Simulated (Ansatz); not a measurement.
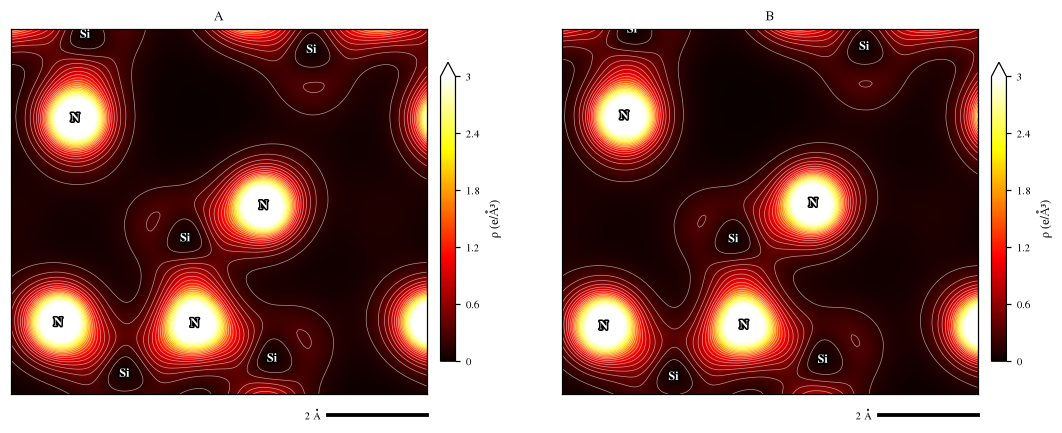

Si3N4. The valence charge density (pseudo) of two cells that differ in size, on the (001) plane of each (indices in the axes of the calculation cell), at one length scale and on one colour scale; one has 10.5 and the other 11.1 Å³ an atom.

Method: DFT, PBE, plane-wave PAW, default files, scalar-relativistic (Ansatz).

**Which panel shows the smaller cell, and what does the compression change?**

Panel A is the smaller cell, by 6 % in volume. From the larger cell to the smaller, Si–N goes from 1.77 to 1.72 Å, and the density at its midpoint from 1 to 1.1 e/Å³; the pressure goes from −9 to 4.4 GPa; the Kohn–Sham gap goes from 4.1 eV to 4.1 eV.
